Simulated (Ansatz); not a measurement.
Geometry relaxation of HfB (part 1 of 2)

- system: HfB (I4/mmm, 4 atoms in the cell)
- method: DFT PBEsol, scalar-relativistic, plane waves, PAW, no spin polarisation (Ansatz 0.2.0)

The structure derives from an entry of the Crystallography Open Database. It belongs to a series of runs on one base structure; here: biaxial strain in the a-b plane, c and atoms relaxed: -3.0 %. Figures and captions count atoms from 1; the log counts them from 0 in places.

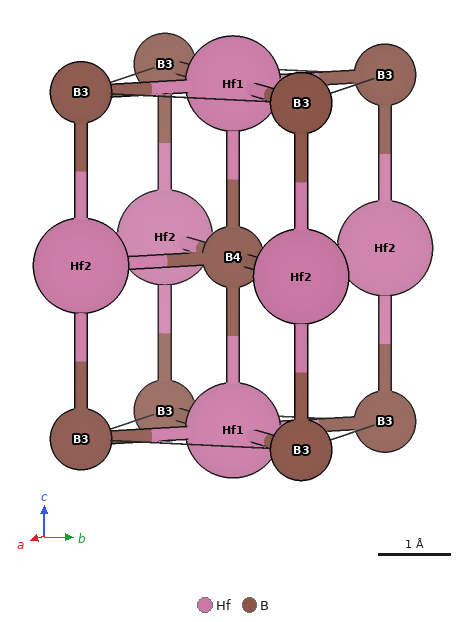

Figure 1. The structure as given in the input (ball-and-stick view of the cell of the calculation, seen slightly off an axis; atoms are numbered from 1 in the order of the input). An atom can appear more than once, as a periodic image. Near neighbours in the periodic cell (some may lie outside the picture): Hf has 6 B at 2.32 to 2.44 Å; B has 6 Hf at 2.32 to 2.44 Å.

The input
```yaml
crystal:
  lattice:
    - [2.322129274, 2.322129274, 0.0]
    - [-2.322129274, 2.322129274, 0.0]
    - [0.0, 0.0, 4.8740775276]
  atoms:
    - { symbol: Hf, position: [0.5, 0.5, 0.0] }
    - { symbol: Hf, position: [0.0, 0.0, 0.5] }
    - { symbol: B, position: [0.0, 0.0, 0.0] }
    - { symbol: B, position: [0.5, 0.5, 0.5] }
basis:
  ecutwfc: 420
kpoints:
  mp_grid: { grid: [16, 16, 12] }
hamiltonian:
  xc: pbesol
scf:
  occupations: { method: gaussian, width: 0.1 }
output:
  forces: true
  stress: true
  eigenvalues: true
  write_density: true
  write_potential: true
  elf: true
  volumetric_format: npy
relax:
  adjacent_minimum: "off"
  f_tol: 0.008
  max_steps: 40
  cell: { stress_tol: 0.015, fix: [a, b, gamma] }
```

Machine: 1 thread of Arm Neoverse V2, 24 GiB of memory available, shared host.

Run as:
```bash
ansatz run input.yaml --threads 1 --pin off --max-ram 2560MiB --backend cpu --events-out ev --progress --plain --runs-dir out
```

The program's output
```
Engine: ansatz 0.2.0, aarch64-unknown-linux-gnu
Pseudopotentials: kind: paw
Pseudopotential: Hf, paw, valence charge 26, recommended cutoff 420 eV (normal), Hf.paw.azcp
Pseudopotential: B, paw, valence charge 3, recommended cutoff 420 eV (normal), B.paw.azcp
Functional definition: PBEsol
  exchange = pbesol_x
  correlation = pbesol_c
Crystal: 4 atoms, lattice volume = 52.565 Å³
Basis set: ecut = 420 eV, 1049 PW (Γ), exchange–correlation on 48×48×72 points (8 copies of the dense FFT grid, shifted against one another)
Bands: 35, of which v1, the nominal top of the filled ones, is band 29 counted from 1 (28 counted from 0)
Symmetry: 32 space group operations
Space group: I4/mmm (ITA 139), of the structure as read, at distance tolerance 3.7e-5 Å
k-points: 315 of 3072
Non-local potential: Hf, projectors of the file, l = 0: 3, l = 1: 2, l = 2: 2, l = 3: 3
Non-local potential: B, projectors of the file, l = 0: 2, l = 1: 2, l = 2: 1
PAW form: soft (Blöchl's): semilocal exchange-correlation on the pseudo side does not see the compensation charge
PAW frozen core: Hf, regenerated for the run's functional, and the local potential with it (the file was generated under x = pbe(κ = 0.804, μ = 0.2195149727645171), c = pbe(β = 0.06672455060314922))
PAW frozen core: B, regenerated for the run's functional, and the local potential with it (the file was generated under x = pbe(κ = 0.804, μ = 0.2195149727645171), c = pbe(β = 0.06672455060314922))
PAW one-centre angular grid: Hf, 590 points (default); XC on 64 Gauss nodes
PAW one-centre angular grid: B, 110 points (default); XC on 64 Gauss nodes
Initial density: superposition of atomic densities (neutral atoms: chi_scale 0, normalization atom), corrected by the library's trained network
Initial wavefunctions: pseudopotential atomic-orbital guess
Functional: x = pbesol(κ = 0.804, μ = 0.12345679012345678), c = pbesol(β = 0.046)
SCF iter   1: F=—  HF=-31502.975239 eV  |F-HF|=—  |Δ(HF+E_count)|=         —  Δρ=5.73e-3  dr2=2.29e-2  ethr=1.77e-3  ⟨swp⟩=4.6  Hψ=34874  notcnv=0  defer=52
preconditioner: auto → Kerker (q_TF=auto, 2.773 Å⁻¹)  [metal: Δε(μ)=0.009 eV  Ē_g=16.657 eV  σ=0.100 eV  W_gap=0.05  n_scr=20 (ndim 8)  ℏωp=37.6 eV  f_vac=0.000  D(μ)=2.11/eV (n_scr^D=16)]
SCF iter   2: F=—  HF=-31502.970285 eV  |F-HF|=—  |Δ(HF+E_count)|=   4.95e-3  Δρ=3.18e-3  dr2=6.80e-3  ethr=3.94e-5  ⟨swp⟩=1.9  Hψ=14491  notcnv=0  defer=102
SCF iter   3: F=—  HF=-31502.968484 eV  |F-HF|=—  |Δ(HF+E_count)|=   1.80e-3  Δρ=5.91e-4  dr2=1.39e-4  ethr=1.17e-5  ⟨swp⟩=2.0  Hψ=17151  notcnv=0  defer=102
SCF iter   4: F=—  HF=-31502.968232 eV  |F-HF|=—  |Δ(HF+E_count)|=   2.53e-4  Δρ=3.92e-4  dr2=7.99e-5  ethr=2.39e-7  ⟨swp⟩=2.8  Hψ=22081  notcnv=0  defer=102
SCF iter   5: F=—  HF=-31502.968221 eV  |F-HF|=—  |Δ(HF+E_count)|=   1.02e-5  Δρ=1.07e-4  dr2=7.08e-6  ethr=1.38e-7  ⟨swp⟩=2.0  Hψ=17046  notcnv=0  defer=103
SCF iter   6: F=—  HF=-31502.968212 eV  |F-HF|=—  |Δ(HF+E_count)|=   9.59e-6  Δρ=4.96e-5  dr2=7.22e-7  ethr=1.22e-8  ⟨swp⟩=2.5  Hψ=20494  notcnv=0  defer=103
SCF iter   7: F=-31502.968211 eV  HF=-31502.968211 eV  |F-HF|=1.91e-9  |Δ(HF+E_count)|=   4.46e-7  Δρ=6.09e-6  dr2=1.17e-8  ethr=1.72e-10  ⟨swp⟩=13.2  Hψ=95923  notcnv=0
SCF 1 converged in 7 iterations: F = -31502.968211 eV  dr2 = 1.17e-8
  greatest PAW one-centre occupation: 0.998 electrons in one spin orbital (limit 2), on the Hf atom at site 1 (counted from 0), in its partial waves of l = 3
relax step   1: F+E_penalty+E_count = -31502.96821131 eV  Δ(F+E_penalty+E_count) = +0.000e0 eV  max|allowed force component| = 1.523e-29 eV/Å  Δτ_max = 0.0000 Å  P = +9.131 GPa  Ω = 52.565 Å³  fix = [a, b, gamma]  reactions: a +15.714, b +15.714 GPa  (7 SCF iters, dr2 threshold 1.00e-7 eV, accepted)
Crystal: 4 atoms, lattice volume = 51.735 Å³
Basis set: ecut = 420 eV, 1025 PW (Γ), exchange–correlation on 48×48×72 points (8 copies of the dense FFT grid, shifted against one another)
Initial density: handed on by an earlier stage of this run
Initial wavefunctions: those handed on with the density
iter 1 solved again at ethr=6.81e-6 eV; its pass at ethr=3.10e-3 eV (dr2=3.95e-3 eV) is discarded
SCF iter   1: F=—  HF=-31502.974191 eV  |F-HF|=—  |Δ(HF+E_count)|=         —  Δρ=2.67e-3  dr2=4.02e-3  ethr=6.81e-6  ⟨swp⟩=1.6  Hψ=54185  notcnv=0
preconditioner: auto → Kerker (q_TF=auto, 2.781 Å⁻¹)  [metal: Δε(μ)=0.009 eV  Ē_g=16.664 eV  σ=0.100 eV  W_gap=0.05  n_scr=20 (ndim 8)  ℏωp=37.9 eV  f_vac=0.000  D(μ)=1.96/eV (n_scr^D=14)]
SCF iter   2: F=—  HF=-31502.973207 eV  |F-HF|=—  |Δ(HF+E_count)|=   9.84e-4  Δρ=1.58e-3  dr2=1.43e-3  ethr=6.81e-6  ⟨swp⟩=2.2  Hψ=17778  notcnv=0
SCF iter   3: F=—  HF=-31502.972854 eV  |F-HF|=—  |Δ(HF+E_count)|=   3.53e-4  Δρ=4.55e-4  dr2=1.10e-4  ethr=2.47e-6  ⟨swp⟩=2.0  Hψ=17546  notcnv=0
SCF iter   4: F=—  HF=-31502.972642 eV  |F-HF|=—  |Δ(HF+E_count)|=   2.12e-4  Δρ=1.94e-4  dr2=1.66e-5  ethr=1.90e-7  ⟨swp⟩=2.0  Hψ=20179  notcnv=0
SCF iter   5: F=—  HF=-31502.972627 eV  |F-HF|=—  |Δ(HF+E_count)|=   1.54e-5  Δρ=2.71e-5  dr2=3.44e-7  ethr=6.90e-10  ⟨swp⟩=8.8  Hψ=92705  notcnv=0
SCF iter   6: F=-31502.972627 eV  HF=-31502.972627 eV  |F-HF|=6.02e-8  |Δ(HF+E_count)|=   2.01e-7  Δρ=1.51e-5  dr2=6.95e-8  ethr=5.93e-10  ⟨swp⟩=8.4  Hψ=82652  notcnv=0
SCF 2 converged in 6 iterations: F = -31502.972627 eV  dr2 = 6.95e-8
  Residual-converged pass: ⟨swp⟩=1.0  Hψ=12291  notcnv=0  max |occ|·‖R‖ = 7.1e-9 eV (tolerance 1.0e-8 eV)  dr2=6.95e-8  dr2_onsite=3.88e-7  max |Δocc| = 6.6e-11
relax step   2: F+E_penalty+E_count = -31502.97262696 eV  Δ(F+E_penalty+E_count) = -4.416e-3 eV  max|allowed force component| = 3.254e-30 eV/Å  Δτ_max = 0.0000 Å  P = +12.179 GPa  Ω = 51.735 Å³  energy of the carried Pulay correction = +5.341e-4 eV  fix = [a, b, gamma]  reactions: a +16.915, b +16.915 GPa  (6 SCF iters, dr2 threshold 4.00e-7 eV, accepted)
Crystal: 4 atoms, lattice volume = 52.068 Å³
iter 1 solved again at ethr=1.12e-6 eV; its pass at ethr=3.10e-3 eV (dr2=6.51e-4 eV) is discarded
SCF iter   1: F=—  HF=-31502.975332 eV  |F-HF|=—  |Δ(HF+E_count)|=         —  Δρ=1.09e-3  dr2=6.76e-4  ethr=1.12e-6  ⟨swp⟩=2.0  Hψ=51953  notcnv=0
preconditioner: auto → Kerker (q_TF=auto, 2.778 Å⁻¹)  [metal: Δε(μ)=0.006 eV  Ē_g=16.681 eV  σ=0.100 eV  W_gap=0.03  n_scr=20 (ndim 8)  ℏωp=37.8 eV  f_vac=0.000  D(μ)=1.99/eV (n_scr^D=16)]
SCF iter   2: F=—  HF=-31502.975170 eV  |F-HF|=—  |Δ(HF+E_count)|=   1.62e-4  Δρ=6.42e-4  dr2=2.40e-4  ethr=1.12e-6  ⟨swp⟩=2.1  Hψ=15071  notcnv=0
SCF iter   3: F=—  HF=-31502.975096 eV  |F-HF|=—  |Δ(HF+E_count)|=   7.41e-5  Δρ=1.65e-4  dr2=1.47e-5  ethr=4.14e-7  ⟨swp⟩=2.0  Hψ=17550  notcnv=0
SCF iter   4: F=—  HF=-31502.975068 eV  |F-HF|=—  |Δ(HF+E_count)|=   2.80e-5  Δρ=8.07e-5  dr2=2.94e-6  ethr=2.54e-8  ⟨swp⟩=2.1  Hψ=20231  notcnv=0
SCF iter   5: F=-31502.975067 eV  HF=-31502.975067 eV  |F-HF|=2.57e-8  |Δ(HF+E_count)|=   8.04e-7  Δρ=1.11e-5  dr2=4.99e-8  ethr=6.90e-10  ⟨swp⟩=7.2  Hψ=77127  notcnv=0
the search or the solves at the SCF's close seem to have found levels that the self-consistency loop had missed (the run counts 1). By its estimate they hold under 1e-12 electrons; where the run keeps them, the occupations were computed again with them
SCF 3 converged in 5 iterations: F = -31502.975067 eV  dr2 = 4.99e-8
  Residual-converged pass: ⟨swp⟩=1.1  Hψ=12312  notcnv=0  max |occ|·‖R‖ = 7.1e-9 eV (tolerance 1.0e-8 eV)  dr2=4.99e-8  dr2_onsite=1.37e-7  max |Δocc| = 8.6e-12
relax step   3: F+E_penalty+E_count = -31502.97506747 eV  Δ(F+E_penalty+E_count) = -2.441e-3 eV  max|allowed force component| = 8.352e-29 eV/Å  Δτ_max = 0.0000 Å  P = +10.909 GPa  Ω = 52.068 Å³  energy of the carried Pulay correction = +3.185e-4 eV  fix = [a, b, gamma]  reactions: a +16.425, b +16.425 GPa  (5 SCF iters, dr2 threshold 4.00e-7 eV, accepted)
Crystal: 4 atoms, lattice volume = 52.054 Å³
iter 1 solved again at ethr=1.73e-9 eV; its pass at ethr=3.10e-3 eV (dr2=1.00e-6 eV) is discarded
SCF iter   1: F=—  HF=-31502.975091 eV  |F-HF|=—  |Δ(HF+E_count)|=         —  Δρ=4.56e-5  dr2=1.06e-6  ethr=1.73e-9  ⟨swp⟩=2.0  Hψ=49993  notcnv=0
preconditioner: auto → Kerker (q_TF=auto, 2.778 Å⁻¹)  [metal: Δε(μ)=0.006 eV  Ē_g=16.672 eV  σ=0.100 eV  W_gap=0.03  n_scr=20 (ndim 8)  ℏωp=37.8 eV  f_vac=0.000  D(μ)=2.00/eV (n_scr^D=16)]
SCF iter   2: F=—  HF=-31502.975083 eV  |F-HF|=—  |Δ(HF+E_count)|=   8.87e-6  Δρ=2.66e-5  dr2=3.44e-7  ethr=1.73e-9  ⟨swp⟩=2.6  Hψ=19948  notcnv=0
SCF iter   3: F=—  HF=-31502.975082 eV  |F-HF|=—  |Δ(HF+E_count)|=   3.90e-8  Δρ=7.93e-6  dr2=3.50e-8  ethr=6.36e-11  ⟨swp⟩=6.3  Hψ=75921  notcnv=0
SCF iter   4: F=-31502.975082 eV  HF=-31502.975082 eV  |F-HF|=5.28e-9  |Δ(HF+E_count)|=   4.15e-8  Δρ=4.00e-6  dr2=6.82e-9  ethr=6.04e-11  ⟨swp⟩=8.4  Hψ=73216  notcnv=0
SCF 4 converged in 4 iterations: F = -31502.975082 eV  dr2 = 6.82e-9
relax step   4: F+E_penalty+E_count = -31502.97508243 eV  Δ(F+E_penalty+E_count) = -1.497e-5 eV  max|allowed force component| = 9.516e-30 eV/Å  Δτ_max = 0.0000 Å  P = +10.962 GPa  Ω = 52.054 Å³  energy of the carried Pulay correction = +3.278e-4 eV  fix = [a, b, gamma]  reactions: a +16.446, b +16.446 GPa  (4 SCF iters, dr2 threshold 3.69e-8 eV, accepted)
Initial wavefunctions: pseudopotential atomic-orbital guess (no wavefunctions were taken with the density)
iter 1 solved again at ethr=4.55e-9 eV; its pass at ethr=3.10e-3 eV (dr2=2.64e-6 eV) is discarded
SCF iter   1: F=—  HF=-31502.974778 eV  |F-HF|=—  |Δ(HF+E_count)|=         —  Δρ=1.90e-5  dr2=2.79e-8  ethr=4.55e-9  ⟨swp⟩=4.2  Hψ=73324  notcnv=0
preconditioner: auto → Kerker (q_TF=auto, 2.778 Å⁻¹)  [metal: Δε(μ)=0.006 eV  Ē_g=16.673 eV  σ=0.100 eV  W_gap=0.03  n_scr=20 (ndim 8)  ℏωp=37.8 eV  f_vac=0.000  D(μ)=2.00/eV (n_scr^D=16)]
SCF iter   2: F=—  HF=-31502.974770 eV  |F-HF|=—  |Δ(HF+E_count)|=   8.64e-6  Δρ=1.10e-5  dr2=1.56e-8  ethr=4.82e-11  ⟨swp⟩=3.2  Hψ=24542  notcnv=0
SCF iter   3: F=—  HF=-31502.974770 eV  |F-HF|=—  |Δ(HF+E_count)|=  8.00e-10  Δρ=6.77e-6  dr2=3.99e-9  ethr=2.69e-11  ⟨swp⟩=2.0  Hψ=18968  notcnv=0
SCF iter   4: F=—  HF=-31502.974770 eV  |F-HF|=—  |Δ(HF+E_count)|=   6.02e-9  Δρ=6.87e-7  dr2=8.96e-11  ethr=6.89e-12  ⟨swp⟩=2.0  Hψ=13381  notcnv=0
SCF iter   5: F=—  HF=-31502.974770 eV  |F-HF|=—  |Δ(HF+E_count)|=  4.00e-11  Δρ=1.15e-7  dr2=4.17e-12  ethr=1.00e-12  ⟨swp⟩=2.1  Hψ=19578  notcnv=0
SCF iter   6: F=-31502.974770 eV  HF=-31502.974770 eV  |F-HF|=7.28e-12  |Δ(HF+E_count)|=  3.64e-12  Δρ=3.72e-8  dr2=4.22e-13  ethr=1.00e-12  ⟨swp⟩=6.2  Hψ=53419  notcnv=0
SCF 5 converged in 6 iterations: F = -31502.974770 eV  dr2 = 4.22e-13
relax step   5: F+E_penalty+E_count = -31502.97476972 eV  Δ(F+E_penalty+E_count) = +3.127e-4 eV  max|allowed force component| = 3.895e-30 eV/Å  Δτ_max = 0.0000 Å  P = +10.957 GPa  Ω = 52.054 Å³  fix = [a, b, gamma]  reactions: a +16.443, b +16.443 GPa  stress off target by 1.28e-2 GPa on what of the cell is left free  SCF on the basis re-selected at this cell (its energy is not comparable with the rows above)  (6 SCF iters)
```

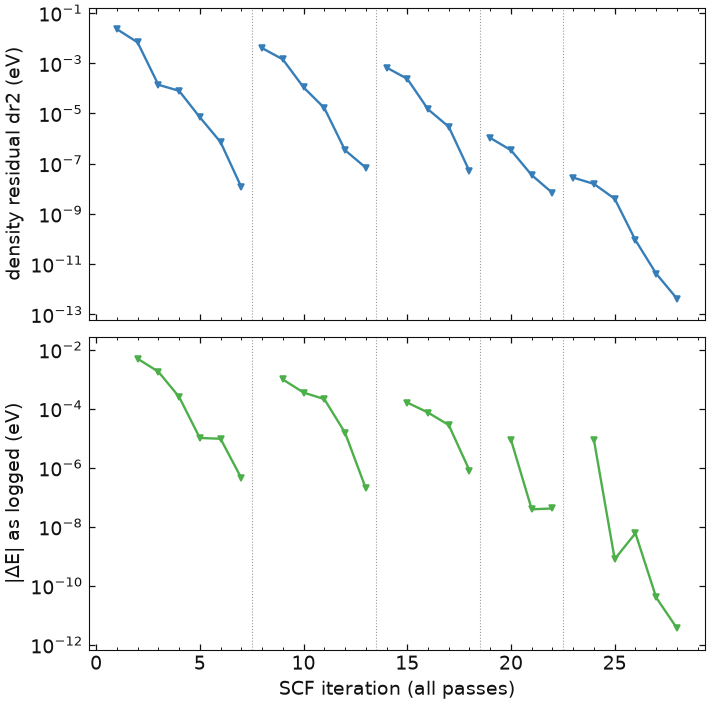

Figure 2. Convergence of the self-consistent field: density residual dr2 and size of the energy change against the SCF iteration. The dotted lines part the SCF passes of the relaxation: geometry steps, rejected trials and re-solves on a re-selected basis. The 5 passes take 4 to 7 iterations each, 28 in all.

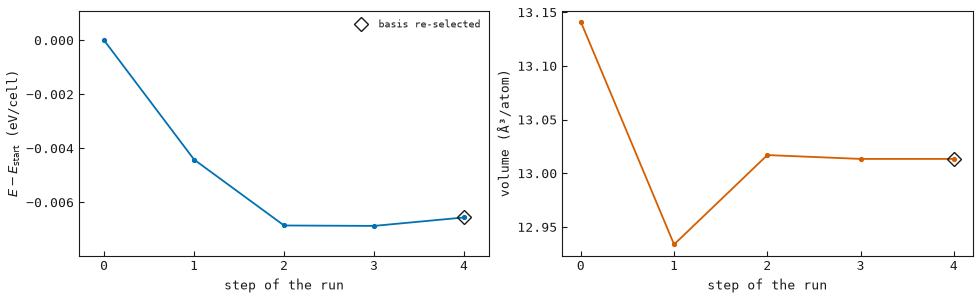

Figure 3. Progress of the relaxation, step by step (the first geometry is step 0 here and step 1 in the log).
